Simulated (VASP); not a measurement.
## Geometry relaxation of NbAs (part 3 of 3)

NbAs (I4₁md, 4 atoms in the cell); Kohn-Sham DFT of a periodic cell, PBE, VASP PAW PBE potentials, recommended, no spin polarisation (VASP 6.6.1); cutoff 520 eV, 4×4×4 k-mesh, Gaussian smearing of 0.1 eV. The structure derives from an entry of the Crystallography Open Database.

Geometry of the input (Å; fractional positions):
```
-1.7259  1.7259  5.8400
1.7259  -1.7259  5.8400
1.7259  1.7259  -5.8400
Nb 0.0000  0.0000  0.0000
Nb 0.7500  0.2500  0.5000
As 0.4160  0.4160  -0.0000
As 0.1660  0.6660  0.5000
```

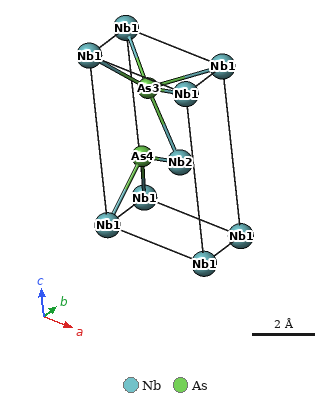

**Figure 1.** The geometry at step 5 of the log (ball-and-stick view of the reduced cell, seen slightly off an axis; atoms are numbered from 1 in the order of the input).

**Parts of OUTCAR, continued**
```
  FREE ENERGIE OF THE ION-ELECTRON SYSTEM (eV)
  ---------------------------------------------------
  free  energy   TOTEN  =       -32.3913037096 eV

  energy  without entropy=      -32.3729501859  energy(sigma->0) =      -32.38212695

--------------------------------------- Ionic step       10  -------------------------------------------

 number of electron      36.0000000 magnetization

------------------------ aborting loop because EDIFF is reached ----------------------------------------

  FORCE on cell =-STRESS in cart. coord.  units (eV):
  Direction    XX          YY          ZZ          XY          YZ          ZX
  --------------------------------------------------------------------------------------
  -------------------------------------------------------------------------------------
  Total        0.0056777      0.0056777      0.0118801      0.0000000      0.0000000      0.0000000
  in kB        0.1277480      0.1277480      0.2673028      0.0000000      0.0000000      0.0000000
  external PRESSURE =       0.1742663 kB  Pullay stress =       0.0000000 kB

 VOLUME and BASIS-vectors are now :
 -----------------------------------------------------------------------------
  energy-cutoff  :      520.00
  volume of cell :       71.21
      direct lattice vectors                 reciprocal lattice vectors
    -1.730632216  1.730632216  5.943688401     0.000000000  0.288911760  0.084122849
     1.730632216 -1.730632216  5.943688401     0.288911760  0.000000000  0.084122849
     1.730632216  1.730632216 -5.943688401     0.288911760  0.288911760  0.000000000

 POSITION                                       TOTAL-FORCE (eV/Angst)
 -----------------------------------------------------------------------------------
      0.00000      0.00000     11.87942        -0.000000     -0.000000     -0.002443
      0.00000      1.73063      2.96389         0.000000      0.000000     -0.002443
      0.00000      0.00000      4.95310        -0.000000      0.000000      0.002443
      1.73063      0.00000      1.98126         0.000000     -0.000000      0.002443
 -----------------------------------------------------------------------------------
    total drift:                               -0.000000     -0.000000      0.000482

  FREE ENERGIE OF THE ION-ELECTRON SYSTEM (eV)
  ---------------------------------------------------
  free  energy   TOTEN  =       -32.3913053910 eV

  energy  without entropy=      -32.3729427102  energy(sigma->0) =      -32.38212405

--------------------------------------- Ionic step       11  -------------------------------------------

 number of electron      36.0000000 magnetization

 Free energy of the ion-electron system (eV)
  ---------------------------------------------------
  ext. energy  EPLUGINS =         0.00000000
  ---------------------------------------------------
  free energy    TOTEN  =       -32.39130658 eV

  energy without entropy =      -32.37294732  energy(sigma->0) =      -32.38212695

 E-fermi :   9.3737     XC(G=0): -11.7328     alpha+bet :-15.9370

 val. band max:        9.3375978790   @ k =  -0.2500   0.2500   0.2500
 cond. band min:       9.3777630824   @ k =  -0.2500   0.5000   0.2500
 fundamental gap:      0.0401652034
 Fermi energy:         9.3737004366

 k-point     1 :       0.0000    0.0000    0.0000
  band No.  band energies     occupation
      1     -45.8348      2.00000
      2     -45.8114      2.00000
      3     -22.0127      2.00000
      4     -21.9335      2.00000
      5     -21.9335      2.00000
      6     -21.7916      2.00000
      7     -21.7916      2.00000
      8     -21.7420      2.00000
      9      -3.7298      2.00000
     10      -1.6067      2.00000
     11       3.2746      2.00000
     12       6.5576      2.00000
     13       7.2286      2.00000
     14       7.2286      2.00000
     15       7.3283      2.00000
     16       7.6435      2.00000
     17       8.0199      2.00000
     18       8.0199      2.00000
     19      10.0801      0.00000
     20      10.5919      0.00000
     21      11.6759      0.00000
     22      12.3040      0.00000

 k-point     2 :       0.2500   -0.0000    0.0000
  band No.  band energies     occupation
      1     -45.8267      2.00000
      2     -45.8083      2.00000
      3     -22.0431      2.00000
      4     -21.9658      2.00000
      5     -21.9243      2.00000
      6     -21.8805      2.00000
      7     -21.7804      2.00000
      8     -21.7556      2.00000
      9      -2.9777      2.00000
     10      -1.4986      2.00000
     11       3.7344      2.00000
     12       5.2567      2.00000
     13       5.8831      2.00000
     14       6.7592      2.00000
     15       7.6186      2.00000
     16       7.6188      2.00000
     17       7.8089      2.00000
     18       8.7525      2.00000
     19       9.6050      0.00107
     20      10.2886      0.00000
     21      10.7722      0.00000
     22      11.6216      0.00000

 k-point     3 :       0.5000   -0.0000    0.0000
  band No.  band energies     occupation
      1     -45.8176      2.00000
      2     -45.8061      2.00000
      3     -22.1404      2.00000
      4     -21.9826      2.00000
      5     -21.9149      2.00000
      6     -21.8992      2.00000
      7     -21.7843      2.00000
      8     -21.7693      2.00000
      9      -1.8056      2.00000
     10      -1.5390      2.00000
     11       3.2307      2.00000
     12       3.9680      2.00000
     13       6.0158      2.00000
     14       6.3059      2.00000
     15       7.1830      2.00000
     16       7.5286      2.00000
     17       7.9578      2.00000
     18       9.2051      1.98287
     19       9.4328      0.40329
     20      10.5004      0.00000
     21      11.4506      0.00000
     22      11.5102      0.00000

 k-point     4 :       0.2500    0.2500    0.0000
  band No.  band energies     occupation
      1     -45.8177      2.00000
      2     -45.8061      2.00000
      3     -22.0289      2.00000
      4     -22.0289      2.00000
      5     -21.9213      2.00000
      6     -21.8750      2.00000
      7     -21.8522      2.00000
      8     -21.7754      2.00000
      9      -2.3434      2.00000
     10      -1.5156      2.00000
     11       4.5068      2.00000
     12       4.7843      2.00000
     13       5.4178      2.00000
     14       5.9673      2.00000
     15       6.2686      2.00000
     16       7.1986      2.00000
     17       8.4609      2.00000
     18       8.5814      2.00000
     19      10.0444      0.00000
     20      10.4663      0.00000
     21      11.3340      0.00000
     22      12.1018      0.00000

 k-point     5 :       0.5000    0.2500    0.0000
  band No.  band energies     occupation
      1     -45.8104      2.00000
      2     -45.8023      2.00000
      3     -22.1229      2.00000
      4     -22.0146      2.00000
      5     -21.9612      2.00000
      6     -21.8830      2.00000
      7     -21.8457      2.00000
      8     -21.7821      2.00000
      9      -1.6502      2.00000
     10      -1.4063      2.00000
     11       3.7068      2.00000
     12       4.2762      2.00000
     13       5.2078      2.00000
     14       5.8979      2.00000
     15       6.7383      2.00000
     16       6.8199      2.00000
     17       8.4321      2.00000
     18       8.5702      2.00000
     19      10.3918      0.00000
     20      11.5024      0.00000
     21      11.6119      0.00000
     22      11.8294      0.00000

 [... the levels of 7 k-points are left out ...]

 k-point    13 :       0.5000    0.5000    0.5000
  band No.  band energies     occupation
      1     -45.8231      2.00000
      2     -45.8231      2.00000
      3     -21.9381      2.00000
      4     -21.9381      2.00000
      5     -21.8791      2.00000
      6     -21.8791      2.00000
      7     -21.7869      2.00000
      8     -21.7869      2.00000
      9      -2.8525      2.00000
     10      -2.8525      2.00000
     11       5.3590      2.00000
     12       5.3590      2.00000
     13       6.8054      2.00000
     14       6.8054      2.00000
     15       6.9145      2.00000
     16       6.9145      2.00000
     17       8.8709      2.00000
     18       8.8709      2.00000
     19      10.3244      0.00000
     20      10.3244      0.00000
     21      11.2061      0.00000
     22      11.2061      0.00000

------------------------ aborting loop because EDIFF is reached ----------------------------------------

  FORCE on cell =-STRESS in cart. coord.  units (eV):
  Direction    XX          YY          ZZ          XY          YZ          ZX
  --------------------------------------------------------------------------------------
  -------------------------------------------------------------------------------------
  Total        0.0044311      0.0044311      0.0043532      0.0000000      0.0000000      0.0000000
  in kB        0.0996946      0.0996946      0.0979416      0.0000000      0.0000000      0.0000000
  external PRESSURE =       0.0991102 kB  Pullay stress =       0.0000000 kB

 VOLUME and BASIS-vectors are now :
 -----------------------------------------------------------------------------
  energy-cutoff  :      520.00
  volume of cell :       71.21
      direct lattice vectors                 reciprocal lattice vectors
    -1.730622815  1.730622815  5.944157596     0.000000000  0.288913330  0.084116209
     1.730622815 -1.730622815  5.944157596     0.288913330  0.000000000  0.084116209
     1.730622815  1.730622815 -5.944157596     0.288913330  0.288913330  0.000000000

 POSITION                                       TOTAL-FORCE (eV/Angst)
 -----------------------------------------------------------------------------------
      0.00000      0.00000     11.88025         0.000000     -0.000000      0.000382
     -0.00000      1.73062      2.96401        -0.000000      0.000000      0.000382
      0.00000      0.00000      4.95361         0.000000      0.000000     -0.000382
      1.73062      0.00000      1.98153        -0.000000     -0.000000     -0.000382
 -----------------------------------------------------------------------------------
    total drift:                               -0.000000     -0.000000      0.000551

  FREE ENERGIE OF THE ION-ELECTRON SYSTEM (eV)
  ---------------------------------------------------
  free  energy   TOTEN  =       -32.3913065849 eV

  energy  without entropy=      -32.3729473238  energy(sigma->0) =      -32.38212695

 reached required accuracy - stopping structural energy minimisation
```

**CONTCAR**
```
NbAs
   1.00000000000000
    -1.7306228151664615    1.7306228151664615    5.9441575959652573
     1.7306228151664615   -1.7306228151664615    5.9441575959652573
     1.7306228151664615    1.7306228151664615   -5.9441575959652573
  Nb              As
     2     2
Direct
     0.9993215110860080    0.9993215110860080    0.0000000000000000
     0.7493215110860080    0.2493215110860079    0.5000000000000000
     0.4166784889139888    0.4166784889139888    0.0000000000000000
     0.1666784889139889    0.6666784889139888    0.5000000000000000

  0.00000000E+00  0.00000000E+00  0.00000000E+00
  0.00000000E+00  0.00000000E+00  0.00000000E+00
  0.00000000E+00  0.00000000E+00  0.00000000E+00
  0.00000000E+00  0.00000000E+00  0.00000000E+00
```

**Trajectory as extended XYZ (Å, eV, eV/Å), 11 frames, from step=0 to step=10**
```
4
Lattice="-1.7259 1.7259 5.8400 1.7259 -1.7259 5.8400 1.7259 1.7259 -5.8400" Properties=species:S:1:pos:R:3:forces:R:3 step=0 energy=-32.36478
Nb    0.0000    0.0000    0.0000    0.0000   0.0000  -0.2864
Nb    0.0000    1.7259    2.9200    0.0000   0.0000  -0.2864
As    0.0000    0.0000    4.8589    0.0000   0.0000   0.2864
As    1.7259    0.0000    1.9389    0.0000   0.0000   0.2864
4
Lattice="-1.7555 1.7555 5.9852 1.7555 -1.7555 5.9852 1.7555 1.7555 -5.9852" Properties=species:S:1:pos:R:3:forces:R:3 step=1 energy=-32.34393
Nb    0.0000    0.0000   11.9562    0.0000   0.0000   0.0791
Nb    0.0000    1.7555    2.9784    0.0000   0.0000   0.0791
As    1.7555    1.7555   -0.9913    0.0000   0.0000  -0.0791
As    1.7555    0.0000    2.0012    0.0000   0.0000  -0.0791
4
Lattice="-1.7382 1.7382 5.9003 1.7382 -1.7382 5.9003 1.7382 1.7382 -5.9003" Properties=species:S:1:pos:R:3:forces:R:3 step=2 energy=-32.38840
Nb    0.0000    0.0000   11.7946    0.0000   0.0000  -0.1136
Nb    0.0000    1.7382    2.9442    0.0000   0.0000  -0.1136
As    0.0000    0.0000    4.9150    0.0000   0.0000   0.1136
As    1.7382    0.0000    1.9649    0.0000   0.0000   0.1136
4
Lattice="-1.7331 1.7331 5.9214 1.7331 -1.7331 5.9214 1.7331 1.7331 -5.9214" Properties=species:S:1:pos:R:3:forces:R:3 step=3 energy=-32.39082
Nb    0.0000    0.0000   11.8311    0.0000   0.0000   0.0404
Nb    0.0000    1.7331    2.9491    0.0000   0.0000   0.0404
As    0.0000    0.0000    4.9382    0.0000   0.0000  -0.0404
As    1.7331    0.0000    1.9775    0.0000   0.0000  -0.0404
4
Lattice="-1.7336 1.7336 5.9193 1.7336 -1.7336 5.9193 1.7336 1.7336 -5.9193" Properties=species:S:1:pos:R:3:forces:R:3 step=4 energy=-32.39085
Nb    0.0000    0.0000   11.8275    0.0000   0.0000   0.0253
Nb    0.0000    1.7336    2.9486    0.0000   0.0000   0.0253
As    0.0000    0.0000    4.9360    0.0000   0.0000  -0.0253
As    1.7336    0.0000    1.9763    0.0000   0.0000  -0.0253
4
Lattice="-1.7328 1.7328 5.9265 1.7328 -1.7328 5.9265 1.7328 1.7328 -5.9265" Properties=species:S:1:pos:R:3:forces:R:3 step=5 energy=-32.39106
Nb    0.0000    0.0000   11.8427    0.0000   0.0000   0.0197
Nb    0.0000    1.7328    2.9530    0.0000   0.0000   0.0197
As    0.0000    0.0000    4.9411    0.0000   0.0000  -0.0197
As    1.7328    0.0000    1.9779    0.0000   0.0000  -0.0197
4
Lattice="-1.7311 1.7311 5.9407 1.7311 -1.7311 5.9407 1.7311 1.7311 -5.9407" Properties=species:S:1:pos:R:3:forces:R:3 step=6 energy=-32.39129
Nb    0.0000    0.0000   11.8728    0.0000   0.0000   0.0082
Nb    0.0000    1.7311    2.9617    0.0000   0.0000   0.0082
As    0.0000    0.0000    4.9514    0.0000   0.0000  -0.0082
As    1.7311    0.0000    1.9810    0.0000   0.0000  -0.0082
4
Lattice="-1.7305 1.7305 5.9454 1.7305 -1.7305 5.9454 1.7305 1.7305 -5.9454" Properties=species:S:1:pos:R:3:forces:R:3 step=7 energy=-32.39130
Nb    0.0000    0.0000   11.8826    0.0000   0.0000   0.0043
Nb    0.0000    1.7305    2.9645    0.0000   0.0000   0.0043
As    0.0000    0.0000    4.9548    0.0000   0.0000  -0.0043
As    1.7305    0.0000    1.9821    0.0000   0.0000  -0.0043
4
Lattice="-1.7306 1.7306 5.9449 1.7306 -1.7306 5.9449 1.7306 1.7306 -5.9449" Properties=species:S:1:pos:R:3:forces:R:3 step=8 energy=-32.39130
Nb    0.0000    0.0000   11.8815    0.0000   0.0000   0.0047
Nb    0.0000    1.7306    2.9642    0.0000   0.0000   0.0047
As    0.0000    0.0000    4.9544    0.0000   0.0000  -0.0047
As    1.7306    0.0000    1.9820    0.0000   0.0000  -0.0047
4
Lattice="-1.7306 1.7306 5.9437 1.7306 -1.7306 5.9437 1.7306 1.7306 -5.9437" Properties=species:S:1:pos:R:3:forces:R:3 step=9 energy=-32.39131
Nb    0.0000    0.0000   11.8794    0.0000   0.0000  -0.0024
Nb    0.0000    1.7306    2.9639    0.0000   0.0000  -0.0024
As    0.0000    0.0000    4.9531    0.0000   0.0000   0.0024
As    1.7306    0.0000    1.9813    0.0000   0.0000   0.0024
4
Lattice="-1.7306 1.7306 5.9442 1.7306 -1.7306 5.9442 1.7306 1.7306 -5.9442" Properties=species:S:1:pos:R:3:forces:R:3 step=10 energy=-32.39131
Nb    0.0000    0.0000   11.8802    0.0000   0.0000   0.0004
Nb    0.0000    1.7306    2.9640    0.0000   0.0000   0.0004
As    0.0000    0.0000    4.9536    0.0000   0.0000  -0.0004
As    1.7306    0.0000    1.9815    0.0000   0.0000  -0.0004
```

**Results in brief**

- outcome: converged
- space group (tolerance 0.01 Å): I4₁md (109)
- electrons treated: 36
- free energy: −32.3913 eV
- Fermi energy: 9.374 eV
- gap on the k-point mesh: none (metallic)
- pressure: 0.01 GPa
- final volume: 71.21 Å³
- largest force (length of the vector) at the end: under 0.001 eV/Å
- final cell: a = 6.428 Å, b = 6.428 Å, c = 6.428 Å, α = 148.76°, β = 148.76°, γ = 44.76°
- hardware: 1 thread of Intel Xeon (Sapphire Rapids), 64 GiB of memory available, shared host
- wall time: 5.2 min
- peak memory: 0.33 GiB

The k-point mesh is coarse for a cell of this size, so the results may not be converged.
